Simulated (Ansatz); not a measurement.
**Run report: PbO2, geometry relaxation**

System: PbO2 (6 atoms in the cell).
Method: DFT PBE, scalar-relativistic, plane waves, PAW, no spin polarisation (Ansatz 0.2.0).

The structure was built on a prototype by a generator; it need not be a known phase.

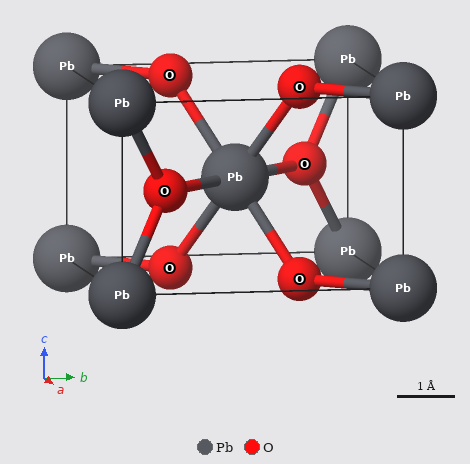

Figure 1. The structure as given in the input (ball-and-stick view of the cell of the calculation, seen slightly off an axis).

Key numbers

```csv
quantity,value
outcome,converged
space group (tolerance 0.01 Å),P4₂/mnm (136)
electrons treated,52
free energy,−26077.4577 eV
Fermi energy,7.274 eV
gap on the k-point mesh,0.02 eV
pressure,−0.01 GPa
final volume,88.90 Å³
largest force (length of the vector) at the end,0.003 eV/Å
final cell,"a = 5.082 Å, b = 5.082 Å, c = 3.442 Å, α = 90.00°, β = 90.00°, γ = 90.00°"
hardware,"2 threads of Arm Neoverse N1, 24 GiB of memory available, shared host"
wall time,51 s (CPU time 1.7 min)
peak memory,0.49 GiB
```

Remarks

Spin–orbit coupling is left out, which matters for Pb.

The input
```yaml
crystal:
  lattice:
    - [5.0830405703, 0.0, 0.0]
    - [0.0, 5.0830405703, 0.0]
    - [0.0, 0.0, 3.4392833723]
  atoms:
    - { symbol: Pb, position: [0.0, 0.0, 0.0] }
    - { symbol: Pb, position: [0.5, 0.5, 0.5] }
    - { symbol: O, position: [0.3080380882, 0.3080380882, 0.0] }
    - { symbol: O, position: [0.8080380882, 0.1919619118, 0.5] }
    - { symbol: O, position: [0.1919619118, 0.8080380882, 0.5] }
    - { symbol: O, position: [0.6919619118, 0.6919619118, 0.0] }
basis:
  ecutwfc: 420
kpoints:
  mp_grid: { grid: [8, 8, 10] }
hamiltonian:
  xc: pbe
scf:
  occupations: { method: gaussian, width: 0.01 }
output:
  forces: true
  stress: true
  eigenvalues: true
relax:
  adjacent_minimum: "off"
  f_tol: 0.005
  max_steps: 80
  cell: { stress_tol: 0.05 }
```

Launch command:
```bash
ansatz run input.yaml --threads 2 --pin off --max-ram 5632MiB --backend cpu --events-out ev --progress --plain --runs-dir out
```

What the program printed
```
Engine: ansatz 0.2.0, aarch64-unknown-linux-gnu
Pseudopotentials: kind: paw
Pseudopotential: Pb, paw, valence charge 14, recommended cutoff 420 eV (normal), Pb.paw.azcp
Pseudopotential: O, paw, valence charge 6, recommended cutoff 420 eV (normal), O.paw.azcp
Functional definition: PBE
  parameter kappa = 0.804
  parameter beta = 0.06672455060314922
  exchange = pbe_x(kappa = kappa, mu = beta*pi^2/3)
  correlation = pbe_c(beta = beta)
Crystal: 6 atoms, lattice volume = 88.862 Å³
Basis set: ecut = 420 eV, 1747 PW (Γ), exchange–correlation on 72×72×48 points (8 copies of the dense FFT grid, shifted against one another)
Bands: 32, of which v1, the nominal top of the filled ones, is band 26 counted from 1 (25 counted from 0)
Symmetry: 16 space group operations
Space group: P42/mnm (ITA 136), of the structure as read, at distance tolerance 4.5e-5 Å
k-points: 90 of 640
Non-local potential: Pb, projectors of the file, l = 0: 2, l = 1: 2, l = 2: 2, l = 3: 2
Non-local potential: O, projectors of the file, l = 0: 2, l = 1: 2, l = 2: 1
PAW form: soft (Blöchl's): semilocal exchange-correlation on the pseudo side does not see the compensation charge
PAW one-centre angular grid: Pb, 590 points (default); XC on 64 Gauss nodes
PAW one-centre angular grid: O, 110 points (default); XC on 64 Gauss nodes
Initial density: superposition of atomic densities (neutral atoms: chi_scale 0, normalization atom), corrected by the library's trained network
Initial wavefunctions: pseudopotential atomic-orbital guess
Functional: x = pbe(κ = 0.804, μ = 0.2195149727645171), c = pbe(β = 0.06672455060314922)
SCF iter   1: F=—  HF=-26077.456701 eV  |F-HF|=—  |Δ(HF+E_count)|=         —  Δρ=3.74e-3  dr2=8.93e-3  ethr=1.77e-3  ⟨swp⟩=6.8  Hψ=13070  notcnv=0
preconditioner: auto → Resta (q_TF=auto, 2.495 Å⁻¹)  ε∞=4.2  [insulator: Δε(μ)=0.029 eV  Ē_g=15.937 eV  σ=0.010 eV  W_gap=0.96  n_scr=22 (ndim 8)  ℏωp=28.4 eV  f_vac=0.069  D(μ)=0.23/eV (n_scr^D=0)  ε∞_Penn≈4.2]
SCF iter   2: F=—  HF=-26077.457294 eV  |F-HF|=—  |Δ(HF+E_count)|=   5.93e-4  Δρ=1.60e-3  dr2=1.18e-3  ethr=1.72e-5  ⟨swp⟩=3.0  Hψ=6723  notcnv=0  defer=154
SCF iter   3: F=—  HF=-26077.457577 eV  |F-HF|=—  |Δ(HF+E_count)|=   2.83e-4  Δρ=7.64e-4  dr2=4.46e-4  ethr=2.26e-6  ⟨swp⟩=2.3  Hψ=4014  notcnv=0  defer=154
SCF iter   4: F=—  HF=-26077.457813 eV  |F-HF|=—  |Δ(HF+E_count)|=   2.36e-4  Δρ=1.34e-4  dr2=1.80e-5  ethr=8.58e-7  ⟨swp⟩=2.0  Hψ=4429  notcnv=0  defer=154
SCF iter   5: F=—  HF=-26077.457606 eV  |F-HF|=—  |Δ(HF+E_count)|=   2.07e-4  Δρ=3.17e-5  dr2=9.18e-7  ethr=3.45e-8  ⟨swp⟩=2.2  Hψ=4269  notcnv=0  defer=154
SCF iter   6: F=-26077.457607 eV  HF=-26077.457607 eV  |F-HF|=3.52e-8  |Δ(HF+E_count)|=   1.24e-6  Δρ=6.27e-6  dr2=4.24e-8  ethr=1.92e-10  ⟨swp⟩=10.7  Hψ=15333  notcnv=0
SCF 1 converged in 6 iterations: F = -26077.457607 eV  dr2 = 4.24e-8
  greatest PAW one-centre occupation: 0.987 electrons in one spin orbital (limit 2), on the Pb atom at site 0 (counted from 0), in its partial waves of l = 2
relax step   1: F+E_penalty+E_count = -26077.45760745 eV  Δ(F+E_penalty+E_count) = +0.000e0 eV  max|allowed force component| = 2.627e-3 eV/Å  Δτ_max = 0.0000 Å  P = +0.063 GPa  Ω = 88.862 Å³  (6 SCF iters, dr2 threshold 1.00e-7 eV, accepted)
Crystal: 6 atoms, lattice volume = 88.900 Å³
Initial density: handed on by an earlier stage of this run
Initial wavefunctions: those handed on with the density
iter 1 solved again at ethr=2.58e-8 eV; its pass at ethr=3.10e-3 eV (dr2=1.34e-5 eV) is discarded
SCF iter   1: F=—  HF=-26077.457747 eV  |F-HF|=—  |Δ(HF+E_count)|=         —  Δρ=1.41e-4  dr2=1.04e-5  ethr=2.58e-8  ⟨swp⟩=3.0  Hψ=16624  notcnv=0
preconditioner: auto → Resta (q_TF=auto, 2.495 Å⁻¹)  ε∞=4.2  [insulator: Δε(μ)=0.020 eV  Ē_g=15.933 eV  σ=0.010 eV  W_gap=0.84  n_scr=22 (ndim 8)  ℏωp=28.4 eV  f_vac=0.062  D(μ)=0.69/eV (n_scr^D=0)  ε∞_Penn≈4.2]
SCF iter   2: F=—  HF=-26077.457516 eV  |F-HF|=—  |Δ(HF+E_count)|=   2.31e-4  Δρ=5.58e-5  dr2=1.09e-6  ethr=2.00e-8  ⟨swp⟩=2.0  Hψ=3859  notcnv=0
SCF iter   3: F=—  HF=-26077.457516 eV  |F-HF|=—  |Δ(HF+E_count)|=   2.74e-8  Δρ=2.67e-5  dr2=3.26e-7  ethr=2.09e-9  ⟨swp⟩=2.8  Hψ=5228  notcnv=0
SCF iter   4: F=-26077.457517 eV  HF=-26077.457517 eV  |F-HF|=9.37e-9  |Δ(HF+E_count)|=   6.27e-8  Δρ=4.42e-6  dr2=1.37e-8  ethr=1.02e-10  ⟨swp⟩=4.5  Hψ=13431  notcnv=0
SCF 2 converged in 4 iterations: F = -26077.457517 eV  dr2 = 1.37e-8
relax step   2: F+E_penalty+E_count = -26077.45751654 eV  Δ(F+E_penalty+E_count) = +9.091e-5 eV  max|allowed force component| = 5.649e-3 eV/Å  Δτ_max = 0.0004 Å  P = -0.009 GPa  Ω = 88.900 Å³  energy of the carried Pulay correction = -1.110e-4 eV  (4 SCF iters, dr2 threshold 5.33e-8 eV, accepted)
Crystal: 6 atoms, lattice volume = 88.897 Å³
iter 1 solved again at ethr=2.61e-9 eV; its pass at ethr=3.10e-3 eV (dr2=1.36e-6 eV) is discarded
SCF iter   1: F=—  HF=-26077.457764 eV  |F-HF|=—  |Δ(HF+E_count)|=         —  Δρ=7.02e-5  dr2=1.39e-6  ethr=2.61e-9  ⟨swp⟩=2.5  Hψ=15206  notcnv=0
preconditioner: auto → Resta (q_TF=auto, 2.495 Å⁻¹)  ε∞=4.2  [insulator: Δε(μ)=0.020 eV  Ē_g=15.934 eV  σ=0.010 eV  W_gap=0.84  n_scr=22 (ndim 8)  ℏωp=28.4 eV  f_vac=0.062  D(μ)=0.70/eV (n_scr^D=0)  ε∞_Penn≈4.2]
SCF iter   2: F=—  HF=-26077.457534 eV  |F-HF|=—  |Δ(HF+E_count)|=   2.30e-4  Δρ=3.63e-5  dr2=4.31e-7  ethr=2.61e-9  ⟨swp⟩=1.3  Hψ=3254  notcnv=0
SCF iter   3: F=—  HF=-26077.457534 eV  |F-HF|=—  |Δ(HF+E_count)|=   5.83e-8  Δρ=3.39e-6  dr2=6.27e-9  ethr=8.29e-10  ⟨swp⟩=2.0  Hψ=4028  notcnv=0
SCF iter   4: F=—  HF=-26077.457534 eV  |F-HF|=—  |Δ(HF+E_count)|=   3.19e-9  Δρ=2.20e-6  dr2=3.61e-9  ethr=3.84e-12  ⟨swp⟩=6.6  Hψ=12972  notcnv=0
SCF iter   5: F=-26077.457534 eV  HF=-26077.457534 eV  |F-HF|=1.46e-10  |Δ(HF+E_count)|=  8.19e-10  Δρ=4.58e-7  dr2=1.89e-10  ethr=3.84e-12  ⟨swp⟩=4.0  Hψ=11001  notcnv=0
SCF 3 converged in 5 iterations: F = -26077.457534 eV  dr2 = 1.89e-10
  greatest PAW one-centre occupation: 0.987 electrons in one spin orbital (limit 2), on the Pb atom at site 1 (counted from 0), in its partial waves of l = 2
relax step   3: F+E_penalty+E_count = -26077.45753396 eV  Δ(F+E_penalty+E_count) = -1.743e-5 eV  max|allowed force component| = 1.791e-3 eV/Å  Δτ_max = 0.0004 Å  P = -0.010 GPa  Ω = 88.897 Å³  energy of the carried Pulay correction = -1.022e-4 eV  (5 SCF iters, dr2 threshold 1.99e-9 eV, accepted)
Initial wavefunctions: pseudopotential atomic-orbital guess (no wavefunctions were taken with the density)
iter 1 solved again at ethr=5.77e-8 eV; its pass at ethr=3.10e-3 eV (dr2=3.00e-5 eV) is discarded
SCF iter   1: F=—  HF=-26077.457910 eV  |F-HF|=—  |Δ(HF+E_count)|=         —  Δρ=5.10e-6  dr2=3.36e-9  ethr=5.77e-8  ⟨swp⟩=4.2  Hψ=22785  notcnv=0
eigensolver tolerance schedule: the retry pair's looser diagonalisation over-reported the residual by 8920.96 of it (diagonalisation noise at 0.20 of the residual, at the tolerance the schedule requests for it); recorded, not acted on — ethr = c·dr2/N_el stays at c = 1.0e-1
preconditioner: auto → Resta (q_TF=auto, 2.495 Å⁻¹)  ε∞=4.2  [insulator: Δε(μ)=0.020 eV  Ē_g=15.934 eV  σ=0.010 eV  W_gap=0.83  n_scr=22 (ndim 8)  ℏωp=28.4 eV  f_vac=0.062  D(μ)=0.71/eV (n_scr^D=0)  ε∞_Penn≈4.2]
SCF iter   2: F=—  HF=-26077.457682 eV  |F-HF|=—  |Δ(HF+E_count)|=   2.29e-4  Δρ=3.13e-6  dr2=1.27e-9  ethr=6.47e-12  ⟨swp⟩=4.2  Hψ=8332  notcnv=0
SCF iter   3: F=—  HF=-26077.457682 eV  |F-HF|=—  |Δ(HF+E_count)|=   3.67e-9  Δρ=8.23e-7  dr2=1.24e-10  ethr=2.44e-12  ⟨swp⟩=2.3  Hψ=4509  notcnv=0
SCF iter   4: F=-26077.457682 eV  HF=-26077.457682 eV  |F-HF|=3.64e-12  |Δ(HF+E_count)|=  2.98e-10  Δρ=1.82e-7  dr2=1.57e-11  ethr=1.00e-12  ⟨swp⟩=6.7  Hψ=12594  notcnv=0
SCF 4 converged in 4 iterations: F = -26077.457682 eV  dr2 = 1.57e-11
relax step   4: F+E_penalty+E_count = -26077.45768162 eV  Δ(F+E_penalty+E_count) = -1.477e-4 eV  max|allowed force component| = 1.804e-3 eV/Å  Δτ_max = 0.0000 Å  P = -0.008 GPa  Ω = 88.897 Å³  stress off target by 1.70e-2 GPa  SCF on the basis re-selected at this cell (its energy is not comparable with the rows above)  (4 SCF iters)
```

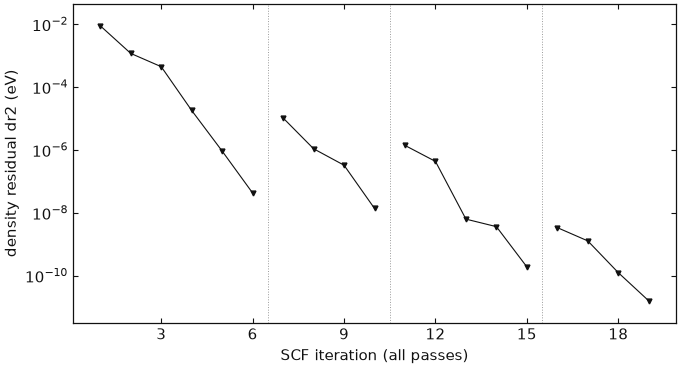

Figure 2. Convergence of the self-consistent field: density residual dr2 against the SCF iteration. The dotted lines part the SCF passes of the relaxation: geometry steps, rejected trials and re-solves on a re-selected basis. The passes take 6, 4, 5 and 4 iterations.

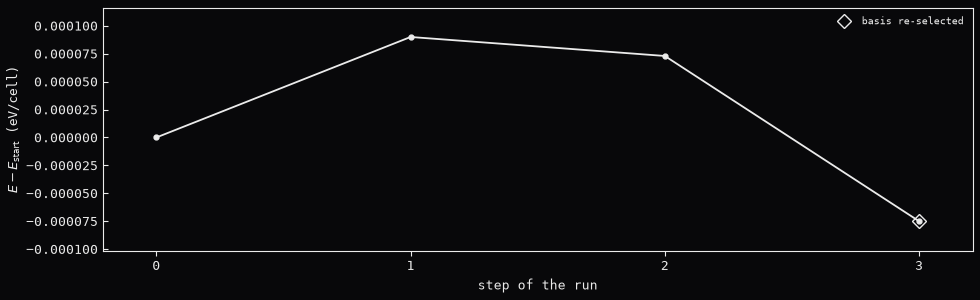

Figure 3. Progress of the relaxation, step by step (the first geometry is step 0 here and step 1 in the log). No atom moves by more than 0.005 Å relative to the cell. The space group stays P4_2/mnm (No. 136). Over 2 geometry steps the energy rises by 0.1 meV per cell of the calculation. Largest force component: 0.0026 eV/Å at the start, 0.0018 eV/Å at the end. The pressure goes from 0.06 to −0.01 GPa. A last SCF at the same geometry on a re-selected plane-wave basis shifts the energy by −0.1 meV per cell of the calculation. (Atoms are counted from 1 in the order of the input.)

```
basis re-selected at this cell: Δ(F+E_penalty+E_count) = -1.477e-4 eV, ΔP = +0.002 GPa vs the last step (what re-selecting the basis moved, of the pressure what is left beyond the Pulay correction that the steps carried, after the strain that the cell walked since its last selection, with what the two solves' SCF thresholds leave and, on support functions, any second-order correction that the steps lacked; it is no measure of the basis error at this ecutwfc). This SCF's stress stands 1.70e-2 GPa from its target on what of the cell is left free (relax.cell.stress_tol is 5.00e-2 GPa) and its largest allowed force component is 1.80e-3 eV/Å (relax.f_tol is 5.00e-3 eV/Å): within both
SCF converged after 4 iterations
Free energy (F): -26077.457682 eV
Harris-Foulkes:  -26077.457682 eV  (|F-HF|=3.64e-12)
Internal energy: -26077.457646 eV  (E = F + TS)
E sigma→0 (E₀):  -26077.457664 eV
Entropy (-TS):   -0.000035 eV (-0.006 meV/atom)
Fermi energy:    7.274218 eV
--- Per-component energies (eV) ---
  E_band       = -117.219106
  E_kinetic    = 1276.415162
  E_local      = -3526.411017  (includes V_loc(G=0)·N_el)
  E_nonlocal   = 903.231020
  E_hartree    = 1353.067404
  E_xc         = -725.692785
  E_vxc        = -628.753892  (∫ρ·V_xc dr)
  E_paw        = -21466.028313  (= ΣΔE_a)
  E_vpaw       = -847.844818  (= ΣTr[D̂ρ^β])
  E_aug_tail   = 0.009477  (compensation charges beyond the density's cutoff)
  E_ewald      = -3892.048593
  E_smearing   = -0.000035  (= −TS)
  E_closure    = -0.000000  (closes the sum)
  Σ components = -26077.457682   (vs F -26077.457682, Δ=0.00e0)
--- Forces (eV/Å), atoms counted from 1 ---
  atom   1  Pb    -0.00000000    -0.00000000     0.00000000
  atom   2  Pb     0.00000000    -0.00000000     0.00000000
  atom   3  O     -0.00180413    -0.00180413    -0.00000000
  atom   4  O     -0.00180413     0.00180413     0.00000000
  atom   5  O      0.00180413    -0.00180413    -0.00000000
  atom   6  O      0.00180413     0.00180413     0.00000000
  max |Σ_I F_I| component: 6.07e-18 eV/Å
--- Stress (GPa, compression-positive) ---
       -0.016972       0.000000       0.000000
        0.000000      -0.016972       0.000000
        0.000000       0.000000       0.009839
  P = ⅓ Tr σ = -0.0080 GPa (-0.080 kbar)
--- Band table (eV; the first three rows and the last of 90) ---
  k-point 0: bands = ["-10.6992", "-10.6606", "-9.1018", "-9.1018", "-8.2227", "-8.0699", "-8.0385", "-8.0385", "-7.8872", "-7.8018", "-7.7687", "-7.7417", "-7.7417", "-5.8242", "-0.6221", "4.1267", "4.1529", "4.1529", "4.9683", "5.3631", "5.5788", "6.5603", "6.6530", "6.6530", "6.7306", "6.7306", "7.3686", "11.1732", "13.0427", "13.0427", "16.8162", "16.9924"]
  k-point 1: bands = ["-10.6266", "-10.6078", "-9.3275", "-9.3275", "-8.2077", "-8.0460", "-7.8817", "-7.8227", "-7.8227", "-7.7982", "-7.7692", "-7.6923", "-7.6923", "-5.8937", "-0.6583", "4.0744", "4.0953", "4.2258", "4.2258", "5.4033", "5.7941", "6.3024", "6.3024", "6.7974", "6.7974", "7.1360", "7.3105", "11.2486", "13.3958", "13.3958", "16.0294", "17.7509"]
  k-point 2: bands = ["-10.4623", "-10.4295", "-9.7027", "-9.7027", "-8.1588", "-7.9811", "-7.8668", "-7.8079", "-7.8079", "-7.7863", "-7.7711", "-7.2231", "-7.2231", "-6.1077", "-0.7208", "2.8741", "4.0428", "4.4111", "4.4111", "5.5221", "5.5971", "5.6604", "5.6604", "6.7864", "6.7864", "7.1434", "8.2239", "11.3737", "14.2537", "14.2537", "15.3747", "17.6965"]
  k-point 89: bands = ["-10.3187", "-10.3187", "-9.9245", "-9.9245", "-7.8884", "-7.8884", "-7.7927", "-7.7927", "-7.7442", "-7.7442", "-7.3684", "-7.3684", "-6.2482", "-6.2482", "-0.3896", "-0.3896", "3.5373", "3.5373", "5.3548", "5.3548", "5.3805", "5.3805", "6.6543", "6.6543", "6.7969", "6.7969", "9.8331", "9.8331", "15.4011", "15.4011", "16.7083", "16.7083"]
--- Relaxed structure (3 steps of the walk, 3 accepted, 1 SCFs on fresh bases) ---
  F+E_penalty+E_count = -26077.45768162 eV   max|allowed force component| = 1.804e-3 eV/Å   (the final SCF, on the basis selected at the relaxed cell)
  cell:  # Å, volume = 88.8975 Å³
    - [5.082273964286892, 6.855551210076732e-36, 0.0]
    - [6.855551210076732e-36, 5.082273964286892, 0.0]
    - [0.0, 0.0, 3.4417014555943446]
  atoms:
    - { symbol: Pb, position: [1.066489788435345e-20, -5.3324489421767236e-21, 0.0] }
    - { symbol: Pb, position: [0.5, 0.5, 0.5000000000000001] }
    - { symbol: O, position: [0.3080387212714195, 0.3080387212714195, 0.0] }
    - { symbol: O, position: [0.8080387212714194, 0.1919612787285805, 0.5000000000000001] }
    - { symbol: O, position: [0.1919612787285805, 0.8080387212714194, 0.5000000000000001] }
    - { symbol: O, position: [0.6919612787285805, 0.6919612787285805, 0.0] }
```

Trajectory as extended XYZ (Å, eV, eV/Å), 4 frames, from step=1 to step=4
```
6
Lattice="5.0830 0.0000 0.0000 0.0000 5.0830 0.0000 0.0000 0.0000 3.4393" Properties=species:S:1:pos:R:3:forces:R:3 step=1 energy=-26077.45761 pressure_GPa=0.06
Pb    0.0000    0.0000    0.0000    0.0000   0.0000   0.0000
Pb    2.5415    2.5415    1.7196    0.0000   0.0000   0.0000
O     1.5658    1.5658    0.0000   -0.0026  -0.0026   0.0000
O     4.1073    0.9758    1.7196   -0.0026   0.0026   0.0000
O     0.9758    4.1073    1.7196    0.0026  -0.0026   0.0000
O     3.5173    3.5173    0.0000    0.0026   0.0026   0.0000
6
Lattice="5.0822 0.0000 0.0000 0.0000 5.0822 0.0000 0.0000 0.0000 3.4418" Properties=species:S:1:pos:R:3:forces:R:3 step=2 energy=-26077.45752 pressure_GPa=-0.01
Pb    0.0000    0.0000    0.0000    0.0000   0.0000   0.0000
Pb    2.5411    2.5411    1.7209    0.0000   0.0000   0.0000
O     1.5658    1.5658    0.0000   -0.0056  -0.0056   0.0000
O     4.1069    0.9753    1.7209   -0.0056   0.0056   0.0000
O     0.9753    4.1069    1.7209    0.0056  -0.0056   0.0000
O     3.5164    3.5164    0.0000    0.0056   0.0056   0.0000
6
Lattice="5.0823 0.0000 0.0000 0.0000 5.0823 0.0000 0.0000 0.0000 3.4417" Properties=species:S:1:pos:R:3:forces:R:3 step=3 energy=-26077.45753 pressure_GPa=-0.01
Pb    0.0000    0.0000    0.0000    0.0000   0.0000   0.0000
Pb    2.5411    2.5411    1.7209    0.0000   0.0000   0.0000
O     1.5655    1.5655    0.0000   -0.0018  -0.0018   0.0000
O     4.1067    0.9756    1.7209   -0.0018   0.0018   0.0000
O     0.9756    4.1067    1.7209    0.0018  -0.0018   0.0000
O     3.5167    3.5167    0.0000    0.0018   0.0018   0.0000
6
Lattice="5.0823 0.0000 0.0000 0.0000 5.0823 0.0000 0.0000 0.0000 3.4417" Properties=species:S:1:pos:R:3:forces:R:3 step=4 energy=-26077.45768 pressure_GPa=-0.01
Pb    0.0000    0.0000    0.0000    0.0000   0.0000   0.0000
Pb    2.5411    2.5411    1.7209    0.0000   0.0000   0.0000
O     1.5655    1.5655    0.0000   -0.0018  -0.0018   0.0000
O     4.1067    0.9756    1.7209   -0.0018   0.0018   0.0000
O     0.9756    4.1067    1.7209    0.0018  -0.0018   0.0000
O     3.5167    3.5167    0.0000    0.0018   0.0018   0.0000
```

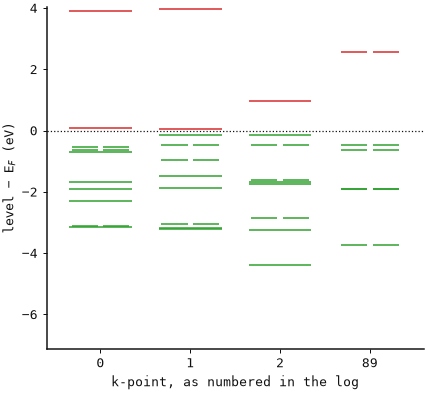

Figure 4. Kohn–Sham levels near the Fermi level (dotted) at the few k-points that the log prints; levels within 0.02 eV of each other stand side by side. Among these points the highest filled and lowest empty levels are 0.17 eV apart; the gap on the full mesh, 0.02 eV, has an edge at a point that isn't printed.
